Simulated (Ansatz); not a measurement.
## GeSi: GW calculation

- system: GeSi (P6₃mc, 4 atoms in the cell)
- method: G0W0 on r2SCAN, plane waves, PAW, no spin polarisation (Ansatz 0.2.0)

The structure derives from a Materials Project entry. The geometry comes from this level: r2SCAN. It belongs to a series of runs on one base structure; here: k mesh.

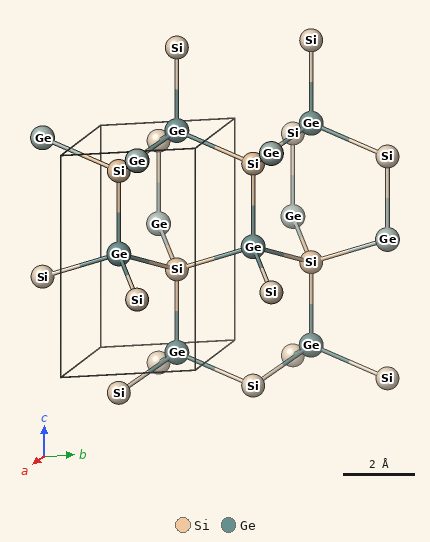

Fig. 1: The input geometry (ball-and-stick view of the cell of the calculation, repeated 1 × 2 × 1, seen slightly off an axis; neighbours outside the cell are drawn fainter).

## Input
```yaml
crystal:
  lattice:
    - [3.9054157625, 0.0, 0.0]
    - [-1.9527078813, 3.3821892627, 0.0]
    - [0.0, 0.0, 6.4505693248]
  atoms:
    - { symbol: Si, position: [0.6666666667, 0.3333333333, 0.8745239532] }
    - { symbol: Si, position: [0.3333333333, 0.6666666667, 0.3745239532] }
    - { symbol: Ge, position: [0.6666666667, 0.3333333333, 0.5004750468] }
    - { symbol: Ge, position: [0.3333333333, 0.6666666667, 0.0004750468] }
kpoints:
  mp_grid: { grid: [6, 6, 4] }
hamiltonian:
  xc: r2scan
scf:
  occupations: { method: fixed }
gw:
  n_empty_bands: 138
  ecut_chi: 80
  qp_bands: [v2, c2]
  qp_kpoints: band_edges
  screening: { model: contour_deformation }
```

Launched with:
```bash
ansatz run input.yaml --threads 2 --pin off --max-ram 3686MiB --backend cpu --events-out ev --progress --plain --runs-dir out
```

## What the program printed
```
Engine: ansatz 0.2.0, aarch64-unknown-linux-gnu
Pseudopotentials: kind: paw
Pseudopotential: Si, paw, valence charge 4, recommended cutoff 500 eV (meta_gga), Si.paw.azcp
Pseudopotential: Ge, paw, valence charge 14, recommended cutoff 500 eV (meta_gga), Ge.paw.azcp
Functional definition: r2SCAN
  parameter k0 = 0.174
  parameter k1 = 0.065
  parameter a1 = 4.9479
  exchange = r2scan_x(k0 = k0, k1 = k1, a1 = a1)
  correlation = r2scan_c
Crystal: 4 atoms, lattice volume = 85.205 Å³
Basis set: ecut = 500 eV, 2153 PW (Γ), exchange–correlation on 120×120×192 points (64 copies of the dense FFT grid, shifted against one another)
Bands: 22, of which v1, the nominal top of the filled ones, is band 18 counted from 1 (17 counted from 0)
Symmetry: 12 space group operations
Space group: P63mc (ITA 186), of the structure as read, at distance tolerance 4.4e-5 Å
k-points: 21 of 144 (time reversal used)
Non-local potential: Si, projectors of the file, l = 0: 2, l = 1: 2, l = 2: 2
Non-local potential: Ge, projectors of the file, l = 0: 2, l = 1: 2, l = 2: 3, l = 3: 1
PAW form: soft (Blöchl's): semilocal exchange-correlation on the pseudo side does not see the compensation charge
PAW frozen core: Si, regenerated for the run's functional (the file was generated under x = pbe(κ = 0.804, μ = 0.2195149727645171), c = pbe(β = 0.06672455060314922))
PAW frozen core: Ge, regenerated for the run's functional (the file was generated under x = pbe(κ = 0.804, μ = 0.2195149727645171), c = pbe(β = 0.06672455060314922))
PAW one-centre angular grid: Si, 302 points (default); XC on 160 Gauss nodes
PAW one-centre angular grid: Ge, 590 points (default); XC on 160 Gauss nodes
Initial density: superposition of atomic densities (neutral atoms: chi_scale 0, normalization atom), corrected by the library's trained network
Initial wavefunctions: pseudopotential atomic-orbital guess
Functional: x = r2scan, c = r2scan; τ floored in thin density (d = 2e-4 eV/Å³)
SCF iter   1: F=—  HF=-9883.787944 eV  |F-HF|=—  |Δ(HF+E_count)|=         —  Δρ=5.76e-3  dr2=2.65e-2  dr2_τ=1.60e-2  ethr=1.77e-3  ⟨swp⟩=4.0  Hψ=1900  notcnv=0  defer=35
preconditioner: auto → Resta (q_TF=auto, 2.363 Å⁻¹)  ε∞=4.5  [insulator: Δε(μ)=0.645 eV  Ē_g=8.619 eV  n_scr=22 (ndim 8)  ℏωp=16.1 eV  f_vac=0.013  ε∞_Penn≈4.5]
SCF iter   2: F=—  HF=-9883.807768 eV  |F-HF|=—  |Δ(HF+E_count)|=   1.98e-2  Δρ=2.26e-3  dr2=3.85e-3  dr2_τ=4.47e-5  ethr=7.35e-5  ⟨swp⟩=2.4  Hψ=1062  notcnv=0  defer=40
SCF iter   3: F=—  HF=-9883.807102 eV  |F-HF|=—  |Δ(HF+E_count)|=   6.66e-4  Δρ=1.42e-3  dr2=1.28e-3  dr2_τ=1.09e-5  ethr=1.07e-5  ⟨swp⟩=2.1  Hψ=811  notcnv=0  defer=40
SCF iter   4: F=—  HF=-9883.806949 eV  |F-HF|=—  |Δ(HF+E_count)|=   1.53e-4  Δρ=1.88e-4  dr2=2.09e-5  dr2_τ=1.58e-7  ethr=3.56e-6  ⟨swp⟩=2.0  Hψ=630  notcnv=0  defer=40
SCF iter   5: F=—  HF=-9883.806952 eV  |F-HF|=—  |Δ(HF+E_count)|=   3.53e-6  Δρ=3.61e-5  dr2=1.47e-6  dr2_τ=1.21e-8  ethr=5.80e-8  ⟨swp⟩=2.0  Hψ=762  notcnv=0  defer=6
SCF iter   6: F=-9883.806953 eV  HF=-9883.806953 eV  |F-HF|=9.93e-9  |Δ(HF+E_count)|=   1.16e-7  Δρ=6.36e-6  dr2=4.03e-8  dr2_τ=8.17e-10  ethr=2.78e-10  ⟨swp⟩=3.6  Hψ=1968  notcnv=0
SCF 1 converged in 6 iterations: F = -9883.806953 eV  dr2 = 4.03e-8
  greatest PAW one-centre occupation: 0.998 electrons in one spin orbital (limit 2), on the Ge atom at site 3 (counted from 0), in its partial waves of l = 2
```

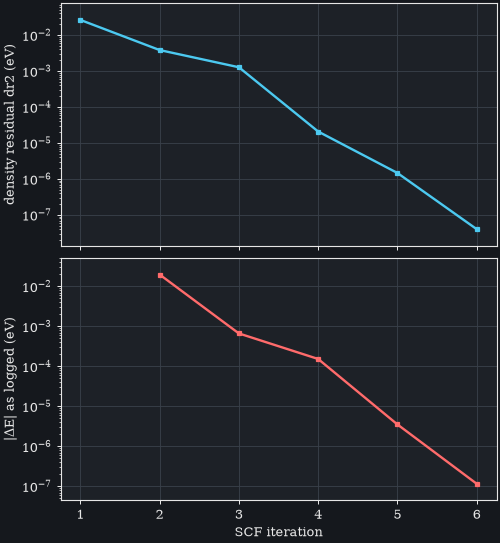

Fig. 2: Convergence of the self-consistent field: density residual dr2 and size of the energy change against the SCF iteration. The residual falls at every step.

```
NSCF: frozen V_eff on 21 k-points
G₀W₀ screening: q 1/21
G₀W₀ screening: q 2/21 (q-point 17)
G₀W₀ screening: q 3/21 (q-point 5)
G₀W₀ screening: q 4/21 (q-point 8)
G₀W₀ screening: q 5/21 (q-point 14)
G₀W₀ screening: q 6/21 (q-point 16)
G₀W₀ screening: q 7/21 (q-point 18)
G₀W₀ screening: q 8/21 (q-point 4)
G₀W₀ screening: q 9/21 (q-point 6)
G₀W₀ screening: q 10/21 (q-point 7)
G₀W₀ screening: q 11/21 (q-point 9)
G₀W₀ screening: q 12/21 (q-point 11)
G₀W₀ screening: q 13/21
G₀W₀ screening: q 14/21 (q-point 15)
G₀W₀ screening: q 15/21 (q-point 20)
G₀W₀ screening: q 16/21 (q-point 10)
G₀W₀ screening: q 17/21 (q-point 12)
G₀W₀ screening: q 18/21 (q-point 2)
G₀W₀ screening: q 19/21
G₀W₀ screening: q 20/21 (q-point 21)
G₀W₀ screening: q 21/21 (q-point 3)
G₀W₀ self-energy: k 1/15
G₀W₀ self-energy: k 2/15
G₀W₀ self-energy: k 3/15
G₀W₀ self-energy: k 4/15
G₀W₀ self-energy: k 5/15
G₀W₀ self-energy: k 6/15
G₀W₀ self-energy: k 7/15
G₀W₀ self-energy: k 8/15
G₀W₀ self-energy: k 9/15
G₀W₀ self-energy: k 10/15
G₀W₀ self-energy: k 11/15
G₀W₀ self-energy: k 12/15
G₀W₀ self-energy: k 13/15
G₀W₀ self-energy: k 14/15
G₀W₀ self-energy: k 15/15
SCF converged after 6 iterations
Free energy (F): -9883.806953 eV
Harris-Foulkes:  -9883.806953 eV  (|F-HF|=9.93e-9)
Internal energy: -9883.806953 eV  (E = F + TS)
E sigma→0 (E₀):  -9883.806953 eV
Fermi energy:    7.571814 eV
--- Per-component energies (eV) ---
  E_band       = -322.689542
  E_kinetic    = 303.175235
  E_local      = -5306.018979  (includes V_loc(G=0)·N_el)
  E_nonlocal   = 890.676243
  E_hartree    = 2335.847484
  E_xc         = -241.399215
  E_vxc        = -235.561244  (∫ρ·V_xc dr)
  E_paw        = -5108.109120  (= ΣΔE_a)
  E_vpaw       = -658.158221  (= ΣTr[D̂ρ^β])
  E_aug_tail   = 0.000038  (compensation charges beyond the density's cutoff)
  E_vtau       = 11.508097  (kinetic-family band-sum trace: ∫τ·v_τ [+ j·A + Jᵃ·Aᵃ] dr)
  E_ewald      = -2755.654240
  E_core_change = -2.324397  (= ΣΔE_core)
  E_smearing   = -0.000000  (= −TS)
  E_closure    = -0.000000  (closes the sum)
  Σ components = -9883.806953   (vs F -9883.806953, Δ=0.00e0)
--- Band table (eV; the first three rows and the last of 21) ---
  k-point 0: bands = ["-17.5720", "-17.5719", "-17.5669", "-17.5669", "-17.5635", "-17.5635", "-17.5374", "-17.5374", "-17.5333", "-17.5333", "-5.6102", "-3.3532", "-0.1781", "5.9096", "5.9096", "7.2453", "7.5718", "7.5718", "8.3500", "9.5118", "9.8013", "9.8013"]
  k-point 1: bands = ["-17.5720", "-17.5719", "-17.5664", "-17.5664", "-17.5640", "-17.5640", "-17.5367", "-17.5367", "-17.5338", "-17.5338", "-5.4058", "-3.9402", "0.8150", "5.3476", "6.0801", "6.0801", "7.1992", "7.1992", "8.5575", "9.9896", "10.1648", "10.1648"]
  k-point 2: bands = ["-17.5719", "-17.5719", "-17.5653", "-17.5653", "-17.5653", "-17.5653", "-17.5352", "-17.5352", "-17.5352", "-17.5352", "-4.8125", "-4.8125", "2.8808", "2.8808", "6.5576", "6.5576", "6.5576", "6.5576", "9.1537", "9.1537", "10.9079", "10.9079"]
  k-point 20: bands = ["-17.5712", "-17.5712", "-17.5608", "-17.5608", "-17.5606", "-17.5606", "-17.5346", "-17.5346", "-17.5346", "-17.5346", "-2.2464", "-2.2464", "-0.4888", "-0.4888", "2.9075", "2.9075", "5.3605", "5.3605", "9.2547", "9.2547", "11.6705", "11.6705"]
--- G₀W₀: contour deformation, 7 samples at zero and on the imaginary axis and 1 off it, 144 q-points, 138 empty bands' worth ---
  eigenvalues of the whole cell's RPA ε∞ on this k-mesh (on a slab, of 1 + 4πα/V) = 12.0997, 13.9571, 13.9571; static W/v taken at q = 0 is 0.074365
  bands read: the sum over 156 bands ends inside a degenerate multiplet in 2 slots, whose members it reads at an even weight; the widest, k=18: bands 156 to 157 (counted from 1) at 1/2 each
  gw.qp_kpoints: band_edges: 15 of 21 stored k-points solved, in 1 pass; an edge of the gap read off the rows below is read off those points alone
    valence top: of the k-points left out ik 13 came nearest to being solved in a further pass, in band 18 (counted from 1, as in the quasiparticle table): it holds the edge there only if its correction is more favourable than any solved in that band by at least 1.622 eV; those differ by 0.072 eV
    conduction bottom: of the k-points left out ik 13 came nearest to being solved in a further pass, in band 19 (counted from 1, as in the quasiparticle table): it holds the edge there only if its correction is more favourable than any solved in that band by at least 1.100 eV; those differ by 0.245 eV
    ik  band        ε_KS         Σx   Σc(E_QP)       V_xc       Z   E_QP_lin       E_QP  E_QP is
     0    17      7.5718   -15.2607     0.9019   -14.2117  0.7815     7.4247     7.4249  root
     0    18      7.5718   -15.2607     0.9019   -14.2117  0.7815     7.4247     7.4249  root
     0    19      8.3500    -9.0669    -3.5721   -12.8493  0.7858     8.5607     8.5603  root
     0    20      9.5118   -10.6208    -3.8860   -14.8861  0.7768     9.8928     9.8912  root
     1    17      7.1992   -15.0877     0.9799   -13.9571  0.7792     7.0484     7.0486  root
     1    18      7.1992   -15.0877     0.9799   -13.9571  0.7792     7.0484     7.0486  root
     1    19      8.5575    -9.0120    -3.6252   -12.8539  0.7849     8.7746     8.7742  root
     1    20      9.9896    -8.9514    -4.0177   -13.2654  0.7745    10.2870    10.2859  root
     2    17      6.5576   -15.0489     1.1948   -13.6868  0.7747     6.3901     6.3904  root
     2    18      6.5576   -15.0489     1.1948   -13.6868  0.7747     6.3901     6.3904  root
     2    19      9.1537    -8.8940    -3.7798   -12.9132  0.7813     9.3938     9.3932  root
     2    20      9.1537    -8.8940    -3.7798   -12.9132  0.7813     9.3938     9.3932  root
     3    17      6.7002   -14.6336     0.9221   -13.5579  0.7779     6.5464     6.5467  root
     3    18      7.0213   -15.1012     1.0464   -13.8989  0.7780     6.8651     6.8654  root
     3    19      9.0128    -7.9013    -3.6406   -11.6982  0.7826     9.1694     9.1692  root
     3    20     10.0782    -8.9681    -3.9852   -13.2540  0.7715    10.3802    10.3790  root
     4    17      6.1498   -14.5841     1.1548   -13.2642  0.7730     5.9844     5.9847  root
     4    18      6.6535   -14.9597     1.1374   -13.6602  0.7755     6.4911     6.4915  root
     4    19      8.9773    -7.8351    -3.6719   -11.6811  0.7830     9.1517     9.1514  root
     4    20     10.4620    -8.4533    -4.1168   -12.8061  0.7690    10.6988    10.6980  root
     5    17      5.9979   -14.8945     1.3518   -13.3664  0.7701     5.8213     5.8217  root
     5    18      5.9979   -14.8945     1.3518   -13.3664  0.7701     5.8213     5.8217  root
     5    19      9.6906    -7.6833    -3.8930   -11.7595  0.7785     9.8742     9.8738  root
     5    20      9.6906    -7.6833    -3.8930   -11.7595  0.7785     9.8742     9.8738  root
     6    17      5.3952   -14.2653     1.3419   -12.7310  0.7663     5.2023     5.2028  root
     6    18      6.2611   -15.1172     1.3313   -13.6142  0.7719     6.0891     6.0894  root
     6    19      8.5027    -7.3035    -3.5614   -10.9517  0.7880     8.5894     8.5893  root
     6    20     10.1776    -8.2743    -4.0748   -12.5816  0.7743    10.4108    10.4101  root
     7    17      5.6568   -14.7721     1.3878   -13.2085  0.7680     5.4807     5.4811  root
     7    18      5.8963   -14.9924     1.4301   -13.3839  0.7688     5.7177     5.7180  root
     7    19      8.3372    -7.6624    -3.5050   -11.2853  0.7883     8.4552     8.4551  root
     7    20      9.4152    -7.5519    -3.8644   -11.5630  0.7826     9.5622     9.5619  root
     8    17      5.2335   -14.9324     1.6583   -13.0846  0.7616     5.0437     5.0441  root
     8    18      5.2335   -14.9324     1.6583   -13.0846  0.7616     5.0437     5.0441  root
     8    19      8.8300    -7.6268    -3.6324   -11.3883  0.7859     8.9592     8.9589  root
     8    20      8.8300    -7.6268    -3.6324   -11.3883  0.7859     8.9592     8.9589  root
     9    17      4.4829   -14.0660     1.7204   -12.1190  0.7546     4.2554     4.2563  root
     9    18      5.9661   -15.1509     1.4461   -13.5279  0.7694     5.7889     5.7892  root
     9    19      8.2299    -7.0148    -3.5651   -10.6499  0.7902     8.3000     8.2999  root
     9    20      9.9105    -8.0215    -3.9997   -12.2292  0.7775    10.1192    10.1186  root
    10    17      5.0649   -14.4659     1.5544   -12.7104  0.7622     4.8633     4.8638  root
    10    18      5.6021   -15.0304     1.5474   -13.2998  0.7661     5.4185     5.4189  root
    10    19      8.4156    -7.0907    -3.6006   -10.7712  0.7891     8.4956     8.4955  root
    10    20      8.7245    -8.0929    -3.5901   -11.8294  0.7868     8.8710     8.8708  root
    11    17      4.9380   -14.9751     1.7822   -13.0001  0.7582     4.7446     4.7452  root
    11    18      4.9380   -14.9751     1.7822   -13.0001  0.7582     4.7446     4.7452  root
    11    19      8.5026    -7.8826    -3.5326   -11.5373  0.7876     8.6247     8.6246  root
    11    20      8.5026    -7.8826    -3.5326   -11.5373  0.7876     8.6247     8.6246  root
    17    17      5.0985   -14.8638     1.6051   -13.0804  0.7616     4.9197     4.9201  root
    17    18      5.0985   -14.8638     1.6051   -13.0804  0.7616     4.9197     4.9201  root
    17    19      9.3225    -8.0022    -3.7163   -11.8719  0.7828     9.4761     9.4759  root
    17    20      9.3225    -8.0022    -3.7163   -11.8719  0.7828     9.4761     9.4759  root
    18    17      3.8079   -14.6174     2.1445   -12.2636  0.7399     3.5978     3.5986  root
    18    18      4.0654   -14.6434     2.1090   -12.3153  0.7447     3.8455     3.8463  root
    18    19      8.8363    -5.7920    -3.6336    -9.4203  0.7921     8.8310     8.8310  root
    18    20     12.8009    -7.5295    -5.1986   -12.9278  0.7294    13.0011    13.0006  root
    20    17      5.3605   -15.0610     1.5694   -13.3205  0.7640     5.1891     5.1895  root
    20    18      5.3605   -15.0610     1.5694   -13.3205  0.7640     5.1891     5.1895  root
    20    19      9.2547    -7.8796    -3.7790   -11.8277  0.7834     9.4242     9.4239  root
    20    20      9.2547    -7.8796    -3.7790   -11.8277  0.7834     9.4242     9.4239  root
```

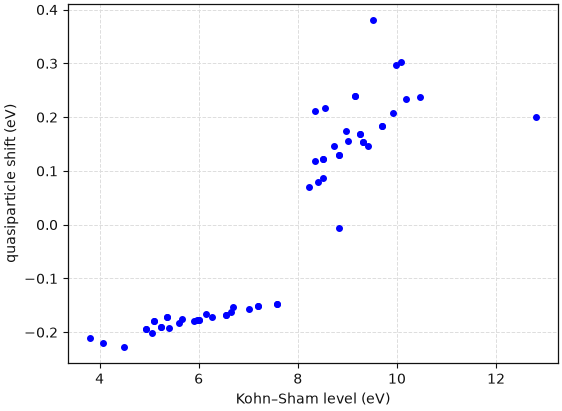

Fig. 3: Quasiparticle corrections (linearised) against the Kohn–Sham levels, for the bands and k-points computed. On this mesh the gap goes from 0.66 to 0.88 eV.

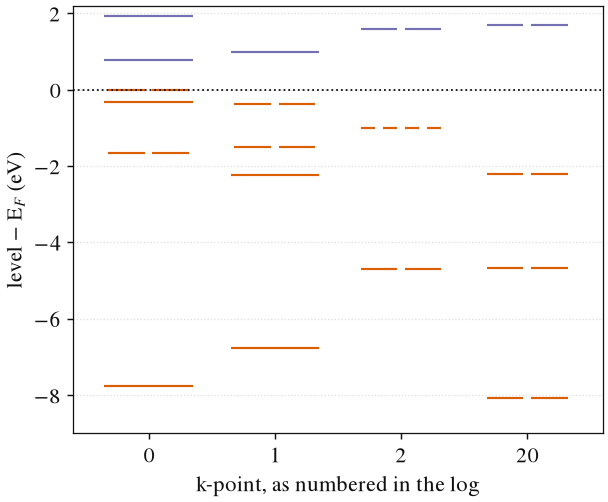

Fig. 4: Kohn–Sham levels near the Fermi level (dotted) at the few k-points that the log prints; levels within 0.02 eV of each other stand side by side. Among these points the highest filled and lowest empty levels are 0.78 eV apart; the gap on the full mesh, 0.66 eV, has an edge at a point that isn't printed.

## Key numbers

| quantity | value |
| --- | --- |
| outcome | converged |
| space group (tolerance 0.01 Å) | P6₃mc (186) |
| electrons treated | 36 |
| free energy | −9883.8070 eV |
| Fermi energy | 7.572 eV |
| gap on the k-point mesh | 0.66 eV |
| quasiparticle gap on the mesh | 0.88 eV |
| hardware | 2 threads of Arm Neoverse V2, 24 GiB of memory available, shared host |
| wall time | 2.1 min (CPU time 4.2 min) |
| peak memory | 0.71 GiB |

## Remarks

The GW levels are not extrapolated in basis or mesh.
